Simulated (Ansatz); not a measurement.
Here is a crystal structure:

Space group P-31m (No. 162). a = 5.440 Å, b = 5.440 Å, c = 5.060 Å, α = 90.00°, β = 90.00°, γ = 120.00°
```tsv
atom	site	symmetry	x	y	z
Ta	6k	..m	0.6680	0.6680	0.7511
N	2d	3.2	0.6667	0.3333	0.5000
N	1a	-3.m	0.0000	0.0000	0.0000
```

Q: Describe what this structure looks like.

A: Formula: Ta₂N. The symmetry is that of P-31m (No. 162), on a primitive hexagonal lattice. Atoms per cell: 9 (6 Ta, 3 N). Counting atoms within bonding range gives coordination numbers of Ta 15 and N 6.

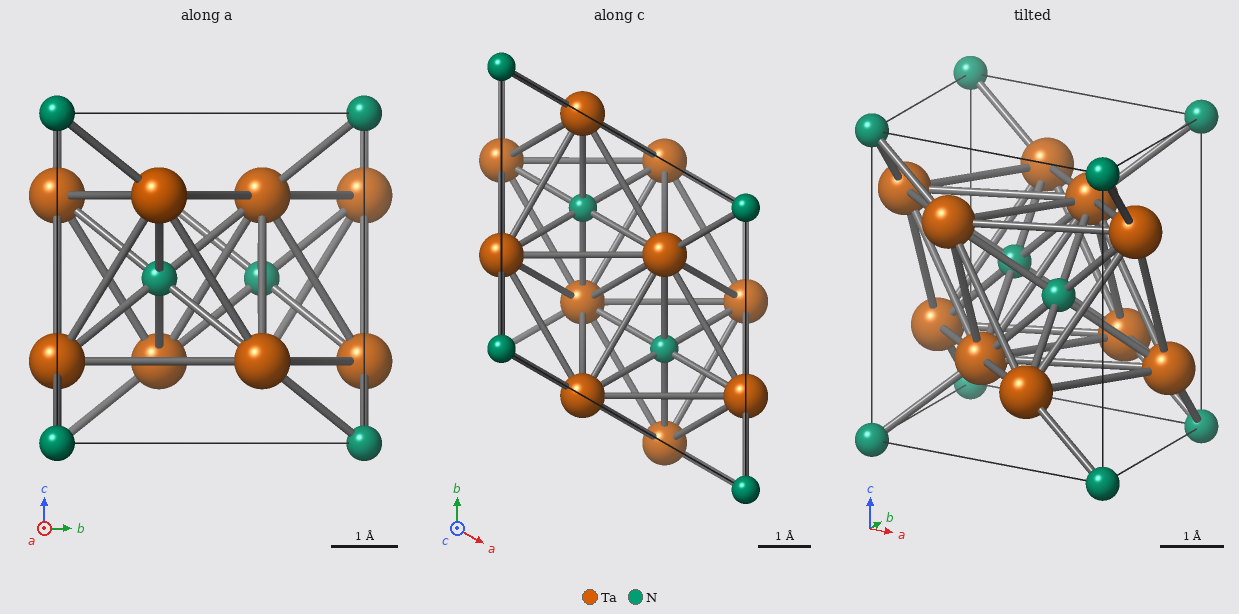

This ball-and-stick model is shown along the a axis, along the c axis and slightly off an axis. Atoms at the boundary of the conventional unit cell (the box) are drawn once for each face, edge or corner they touch. Colours: tantalum orange, nitrogen teal.

The cell started as a structure listed in the Materials Project. It was relaxed at fixed volume with DFT PBEsol, scalar-relativistic, plane waves, PAW (Ansatz).

At this level of theory the run's own cell isn't at rest (stretched, at -24 GPa), so its distances can differ from those at equilibrium, the more so the softer the solid.
